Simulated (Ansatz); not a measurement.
# Run report: ZnSe, geometry relaxation (part 2 of 2)

The same run, continued: ZnSe (slab, 8 atoms in the cell); DFT r2SCAN, scalar-relativistic, plane waves, PAW, no spin polarisation (Ansatz 0.2.0); cutoff 500 eV, 7×7×1 k-mesh, Gaussian smearing of 0.05 eV. The structure derives from an entry of the Crystallography Open Database. It belongs to a series of runs on one base structure; here: (1 0 0) slab, atoms relaxed.

Geometry of the input (Å; fractional positions):
```
4.0064  0.0000  0.0000
0.0000  4.0064  0.0000
0.0000  0.0000  24.9153
Se 0.0000  0.5000  0.3010
Zn 0.5000  0.5000  0.3579
Se 0.5000  0.0000  0.4147
Zn 0.0000  0.0000  0.4716
Se 0.0000  0.5000  0.5284
Zn 0.5000  0.5000  0.5853
Se 0.5000  0.0000  0.6421
Zn 0.0000  0.0000  0.6990
```

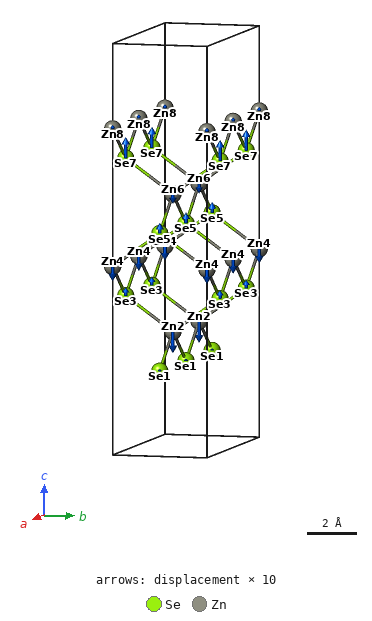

*The starting structure with the displacements as blue arrows, magnified 10 times (ball-and-stick view of the 2 × 1 repeat of the cell, with the vacuum cut short, seen slightly off an axis).*

Zn2 moves most: 0.090 Å. Largest moves by element: Zn 0.090 Å, Se 0.087 Å. The cell doesn't change. Among the contacts that change: Zn2–Se3 2.453 → 2.528 Å, Zn4–Se5 2.453 → 2.516 Å, Se1–Zn2 2.453 → 2.398 Å, Se7–Zn8 2.453 → 2.413 Å. Among the angles that change: Se7–Zn6–Se7 109.5° → 104.7°, Zn6–Se7–Zn6 109.5° → 104.7°, Se5–Zn4–Se5 109.5° → 105.5°. After 3 geometry steps the energy has fallen by 11.8 meV per atom. Largest force component: 0.62 eV/Å at the start, 0.0078 eV/Å at the end. (Atoms are counted from 1 in the order of the input.)

```
WARN: The output density's exchange-correlation potential varies sharply where the density is thin. Do not read a vacuum level from v_tot or v_xc, or from such a field of the output density. On a cell that repeats whose density bears no net charge and no dipole along the vacuum's axis use v_es (v_loc + v_h of the components); under efield.dipole_correction with no amplitude use v_es + v_field, which holds any external_charges[].barrier, or the levels of the report's work_function block, which leave it out; under a non-zero efield.amplitude the vacuum is tilted and has no level; on a cell that repeats and bears such a dipole with no correction it is tilted too, and efield.dipole_correction with no amplitude gives each side of its ramp a level where efield: is served; in a cell that repeats whose density bears a net charge (total_charge, or a fill off its count) it is curved and has none; of a slab under crystal.periodic whose density bears no net charge use v_es, which has a level on each side, short of where the two are joined; of another it falls or rises all the way out and has none; of a slab beside external_charges read slab_vacuum_level instead, which it has where they leave it neutral. The grid or the basis barely resolves most such structure, and the values can differ between equally converged runs; as a rule a tighter scf.convergence.dr2_threshold does not remove it. Where the density itself ripples (under the LDA too) a higher basis.ecutwfc lessens it. The files hold the spikes' plane waves up to the density's cutoff. Files: v_tot_of_output_density and the like, and their columns of v_z.tsv (output.write_potential); v_xc_of_output_density and the like, and their columns of v_comp_z.tsv (output.write_potential_components). Measured: with its Gaussian average of σ = 0.25 Å subtracted twice, the exchange-correlation potential is over 0.1 eV at 4621 of the grid points where the equally averaged density (valence and model cores) is under 1e-3 e/Å³, and 2.26 eV at the most among them, at an averaged density of 3.2e-4 e/Å³. The input density's (outcome.potential() and, of a run that writes arrays, v_tot and v_xc) is over 0.1 eV, so measured, at 3790 points of its own thin density, 2.25 eV at the most. See output.write_potential in the manual, Limitations
SCF converged after 2 iterations
Free energy (F): -35218.268152 eV
Harris-Foulkes:  -35218.268152 eV  (|F-HF|=2.47e-10)
Internal energy: -35218.265909 eV  (E = F + TS)
E sigma→0 (E₀):  -35218.267031 eV
Entropy (-TS):   -0.002243 eV (-0.280 meV/atom)
Fermi energy:    0.250044 eV
Dipole field:    D = 0.105098 V/Å  (p = 0.232277 e·Å, saw-weighted, corrected)
Work function:   Φ+ = 4.2227 eV   Φ− = 6.8413 eV
Levels:          The Fermi level and band energies are counted from a zero that moves with the ramp; work functions are not
--- Per-component energies (eV) ---
  E_band       = -2358.916212
  E_kinetic    = 993.000154
  E_local      = -104605.539381  (includes V_loc(G=0)·N_el)
  E_nonlocal   = 90.823650
  E_hartree    = 51287.596948
  E_xc         = -884.565051
  E_vxc        = -632.061254  (∫ρ·V_xc dr)
  E_paw        = -15100.523939  (= ΣΔE_a)
  E_vpaw       = -814.513530  (= ΣTr[D̂ρ^β])
  E_aug_tail   = -0.000997  (compensation charges beyond the density's cutoff)
  E_vtau       = 33.037003  (kinetic-family band-sum trace: ∫τ·v_τ [+ j·A + Jᵃ·Aᵃ] dr)
  E_efield     = 0.012206  (sawtooth field / dipole correction)
  E_vefield    = 1.141396  (∫n·V_field dr)
  E_ewald      = 33008.720057
  E_core_change = -7.789556  (= ΣΔE_core)
  E_smearing   = -0.002243  (= −TS)
  E_closure    = -0.000000  (closes the sum)
  Σ components = -35218.268152   (vs F -35218.268152, Δ=0.00e0)
--- Forces (eV/Å), atoms counted from 1 ---
  atom   1  Se     0.00000000     0.00000000     0.00523450
  atom   2  Zn     0.00000000     0.00000000     0.00112968
  atom   3  Se     0.00000000     0.00000000     0.00241611
  atom   4  Zn     0.00000000     0.00000000    -0.00280910
  atom   5  Se     0.00000000     0.00000000     0.00551986
  atom   6  Zn     0.00000000     0.00000000    -0.00777174
  atom   7  Se     0.00000000     0.00000000     0.00262703
  atom   8  Zn     0.00000000     0.00000000    -0.00631950
  max |Σ_I F_I| component: 2.69e-5 eV/Å
--- Band table (eV; the first three rows and the last of 16) ---
  k-point 0: bands = ["-48.9245", "-48.9211", "-48.9016", "-48.8846", "-48.8839", "-48.2184", "-48.2162", "-48.1938", "-48.1901", "-48.1843", "-47.5405", "-47.5401", "-47.5259", "-47.5209", "-47.5171", "-47.1270", "-47.0985", "-47.0514", "-46.9466", "-46.9370", "-14.5390", "-13.8078", "-13.0661", "-11.9149", "-7.8325", "-7.8033", "-7.5967", "-7.5600", "-7.5251", "-7.5042", "-7.4520", "-7.4341", "-7.3202", "-7.2182", "-6.8268", "-6.7790", "-6.7510", "-6.6500", "-6.5009", "-6.0477", "-6.0208", "-5.9301", "-5.8467", "-5.7338", "-5.1987", "-3.8430", "-2.8617", "-2.6842", "-2.4117", "-1.9748", "-1.7492", "-1.1304", "-0.8303", "-0.6743", "-0.0228", "0.2003", "0.6049", "2.4169", "2.7517", "3.3386", "3.6151", "4.3042", "4.4441", "4.8720", "5.5160", "5.5608", "5.9576", "6.4402"]
  k-point 1: bands = ["-48.9245", "-48.9211", "-48.9016", "-48.8846", "-48.8839", "-48.2184", "-48.2162", "-48.1938", "-48.1901", "-48.1842", "-47.5405", "-47.5400", "-47.5259", "-47.5209", "-47.5170", "-47.1270", "-47.0985", "-47.0515", "-46.9466", "-46.9370", "-14.4761", "-13.7592", "-13.0256", "-11.8917", "-7.8300", "-7.7895", "-7.6021", "-7.5489", "-7.5277", "-7.5051", "-7.4636", "-7.3993", "-7.3028", "-7.2253", "-6.8244", "-6.7839", "-6.7182", "-6.6275", "-6.5097", "-6.0454", "-6.0123", "-5.9007", "-5.8407", "-5.7422", "-5.1435", "-4.1001", "-3.1941", "-2.7642", "-2.7168", "-1.9871", "-1.9135", "-1.5117", "-1.1029", "-0.1124", "-0.0365", "-0.0218", "0.3414", "2.7560", "2.8249", "3.6474", "4.0957", "4.5331", "4.7351", "4.9985", "5.1502", "6.0932", "6.1626", "6.4332"]
  k-point 2: bands = ["-48.9245", "-48.9211", "-48.9017", "-48.8844", "-48.8839", "-48.2184", "-48.2162", "-48.1938", "-48.1901", "-48.1841", "-47.5405", "-47.5400", "-47.5259", "-47.5209", "-47.5169", "-47.1269", "-47.0985", "-47.0515", "-46.9466", "-46.9370", "-14.3245", "-13.6472", "-12.9322", "-11.8411", "-7.8247", "-7.7649", "-7.6094", "-7.5346", "-7.5264", "-7.5060", "-7.4616", "-7.3329", "-7.2575", "-7.2407", "-6.8191", "-6.7701", "-6.6574", "-6.5695", "-6.5289", "-6.0405", "-5.9822", "-5.8445", "-5.8233", "-5.7606", "-5.1892", "-4.7025", "-3.9681", "-3.3357", "-2.5347", "-2.5178", "-1.7792", "-1.7631", "-1.0442", "-0.3980", "-0.1432", "-0.0812", "0.3370", "2.4080", "3.2262", "3.7034", "3.9586", "4.4720", "5.4315", "5.7468", "6.1272", "6.4114", "6.4116", "6.9463"]
  k-point 15: bands = ["-48.9246", "-48.9209", "-48.9017", "-48.8842", "-48.8840", "-48.2186", "-48.2158", "-48.1939", "-48.1902", "-48.1839", "-47.5406", "-47.5397", "-47.5260", "-47.5209", "-47.5168", "-47.1266", "-47.0986", "-47.0515", "-46.9467", "-46.9368", "-13.8986", "-13.2582", "-12.5574", "-11.4909", "-7.7292", "-7.6662", "-7.5611", "-7.5506", "-7.4916", "-7.4076", "-7.3895", "-7.2799", "-7.2035", "-7.1366", "-6.7188", "-6.6965", "-6.5915", "-6.4943", "-6.4851", "-5.9315", "-5.9207", "-5.8248", "-5.7481", "-5.6396", "-5.5535", "-5.2607", "-4.9040", "-4.1512", "-3.6969", "-3.4443", "-2.9855", "-2.7277", "-2.2555", "-1.9085", "-0.7296", "-0.6487", "0.7931", "1.5520", "3.3870", "3.6603", "4.3314", "4.4247", "5.4117", "5.6082", "5.9887", "6.2913", "7.1420", "7.4395"]
--- Relaxed structure (4 steps of the walk, 4 accepted, 0 SCFs on fresh bases) ---
  F+E_penalty+E_count = -35218.26815206 eV   max|allowed force component| = 7.774e-3 eV/Å
  atoms:
    - { symbol: Se, position: [0.0, 0.5, 0.3013712704797194] }
    - { symbol: Zn, position: [0.5, 0.5, 0.35427580364646505] }
    - { symbol: Se, position: [0.5, 0.0, 0.4161356973634038] }
    - { symbol: Zn, position: [0.0, 0.0, 0.46911559054543545] }
    - { symbol: Se, position: [0.0, 0.5, 0.5302216582995715] }
    - { symbol: Zn, position: [0.5, 0.5, 0.5836295066222381] }
    - { symbol: Se, position: [0.5, 0.0, 0.6456299678488217] }
    - { symbol: Zn, position: [0.0, 0.0, 0.6996205051943448] }
```

## Trajectory as extended XYZ (Å, eV, eV/Å), 4 frames, from step=1 to step=4
```
8
Lattice="4.0064 0.0000 0.0000 0.0000 4.0064 0.0000 0.0000 0.0000 24.9153" Properties=species:S:1:pos:R:3:forces:R:3 step=1 energy=-35218.17347
Se    0.0000    2.0032    7.5000    0.0000   0.0000   0.3154
Zn    2.0032    2.0032    8.9165    0.0000   0.0000  -0.6240
Se    2.0032    0.0000   10.3329    0.0000   0.0000   0.5854
Zn    0.0000    0.0000   11.7494    0.0000   0.0000  -0.5202
Se    0.0000    2.0032   13.1659    0.0000   0.0000   0.4460
Zn    2.0032    2.0032   14.5824    0.0000   0.0000  -0.5604
Se    2.0032    0.0000   15.9988    0.0000   0.0000   0.4454
Zn    0.0000    0.0000   17.4153    0.0000   0.0000  -0.0883
8
Lattice="4.0064 0.0000 0.0000 0.0000 4.0064 0.0000 0.0000 0.0000 24.9153" Properties=species:S:1:pos:R:3:forces:R:3 step=2 energy=-35218.23967
Se    0.0000    2.0032    7.5172    0.0000   0.0000   0.1284
Zn    2.0032    2.0032    8.8792    0.0000   0.0000  -0.3034
Se    2.0032    0.0000   10.3488    0.0000   0.0000   0.3024
Zn    0.0000    0.0000   11.7172    0.0000   0.0000  -0.2741
Se    0.0000    2.0032   13.1752    0.0000   0.0000   0.2780
Zn    2.0032    2.0032   14.5559    0.0000   0.0000  -0.2851
Se    2.0032    0.0000   16.0334    0.0000   0.0000   0.2734
Zn    0.0000    0.0000   17.4343    0.0000   0.0000  -0.1201
8
Lattice="4.0064 0.0000 0.0000 0.0000 4.0064 0.0000 0.0000 0.0000 24.9153" Properties=species:S:1:pos:R:3:forces:R:3 step=3 energy=-35218.26775
Se    0.0000    2.0032    7.4995    0.0000   0.0000   0.0149
Zn    2.0032    2.0032    8.8186    0.0000   0.0000   0.0053
Se    2.0032    0.0000   10.3636    0.0000   0.0000   0.0030
Zn    0.0000    0.0000   11.6848    0.0000   0.0000  -0.0016
Se    0.0000    2.0032   13.2115    0.0000   0.0000   0.0064
Zn    2.0032    2.0032   14.5427    0.0000   0.0000   0.0160
Se    2.0032    0.0000   16.0985    0.0000   0.0000  -0.0340
Zn    0.0000    0.0000   17.4422    0.0000   0.0000  -0.0099
8
Lattice="4.0064 0.0000 0.0000 0.0000 4.0064 0.0000 0.0000 0.0000 24.9153" Properties=species:S:1:pos:R:3:forces:R:3 step=4 energy=-35218.26815
Se    0.0000    2.0032    7.5088    0.0000   0.0000   0.0052
Zn    2.0032    2.0032    8.8269    0.0000   0.0000   0.0011
Se    2.0032    0.0000   10.3681    0.0000   0.0000   0.0024
Zn    0.0000    0.0000   11.6882    0.0000   0.0000  -0.0028
Se    0.0000    2.0032   13.2106    0.0000   0.0000   0.0055
Zn    2.0032    2.0032   14.5413    0.0000   0.0000  -0.0078
Se    2.0032    0.0000   16.0861    0.0000   0.0000   0.0026
Zn    0.0000    0.0000   17.4313    0.0000   0.0000  -0.0063
```

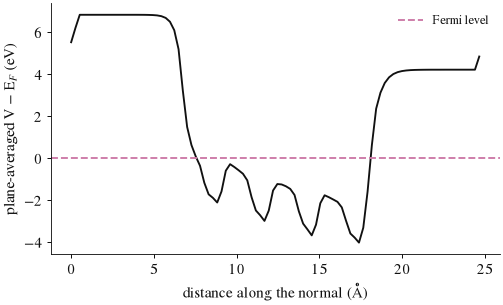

*Plane average of the electrostatic potential energy of an electron across the cell, from the Fermi level.*

The vacuum level lies 4.22 eV above the Fermi level on the upper side and 6.84 eV on the lower.

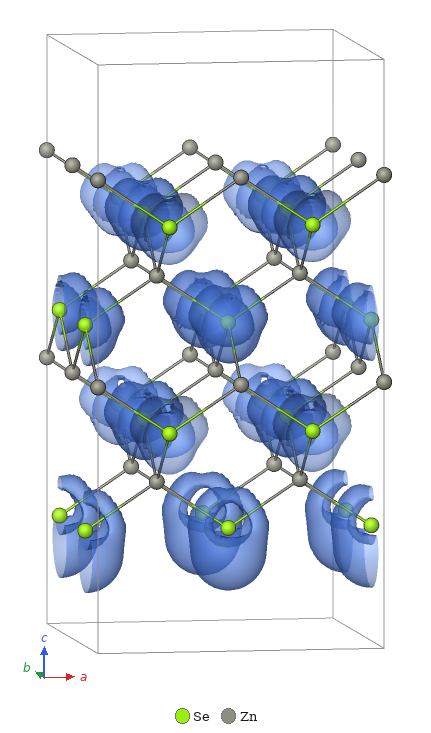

*Isosurface of the ELF at 0.75 (blue), seen slightly off an axis. Core shells and regions of very low density are left out. Sticks mark near contacts.*

Along the contacts the grid gives the following. Zn–Se (2.40 Å): the ELF is about 0.65 at the midpoint. Zn–Se (2.52 Å): the ELF is about 0.60 at the midpoint. Core electrons are frozen (PAW), so the fields are smoothed inside the atomic spheres.

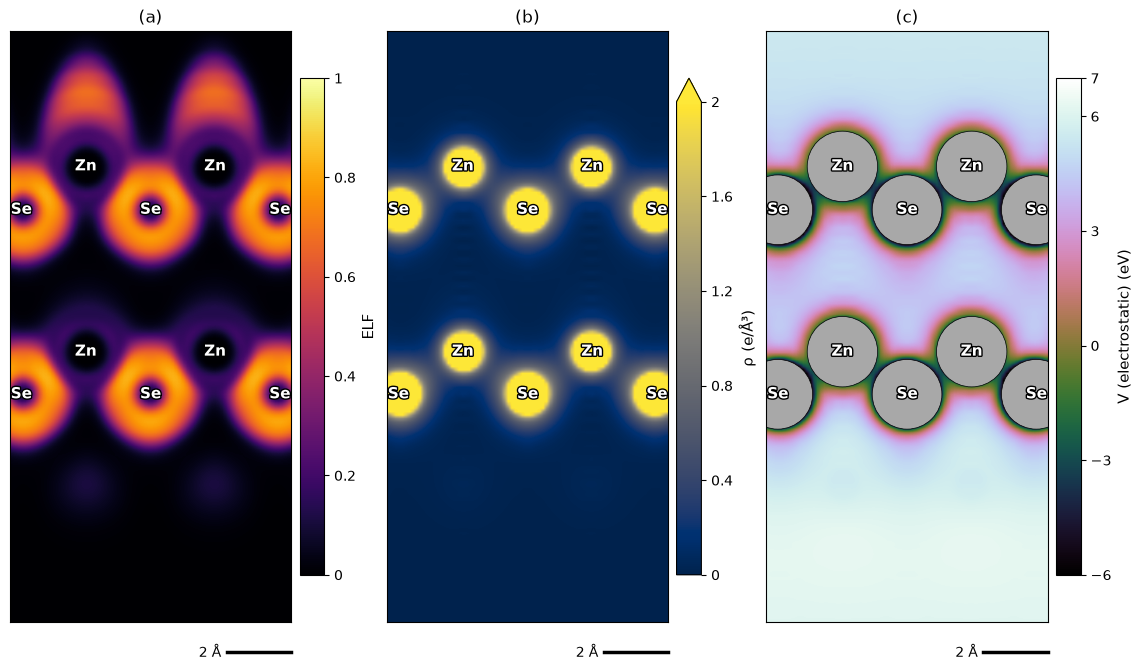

*(a) electron localisation function; (b) valence electron density; (c) electrostatic potential (local pseudopotential plus Hartree) felt by an electron on the (010) plane of the calculation cell, a cut from vacuum to vacuum. Grey discs, where drawn, cover atomic cores.*

Atoms in the plane: Se and Zn. Zn–Se (2.40 Å): ρ is about 0.52 e/Å³ halfway; the ELF is about 0.65 at the midpoint. The density dies away to nearly zero in the vacuum.

## Summary

| quantity | value |
| --- | --- |
| outcome | converged |
| electrons treated | 112 |
| free energy | −35218.2682 eV |
| work function, top face | 4.22 eV |
| work function, bottom face | 6.84 eV |
| Fermi energy | 0.250 eV |
| gap on the k-point mesh | 0.10 eV |
| final volume | 399.92 Å³ |
| work function (upper face) | 4.22 eV |
| largest force (length of the vector) at the end | 0.008 eV/Å |
| wall time | 4.7 min (CPU time 9.3 min) |
| peak memory | 1.6 GiB |

## Notes

Warnings of the run: the exchange-correlation potential is rough where the density is thin.
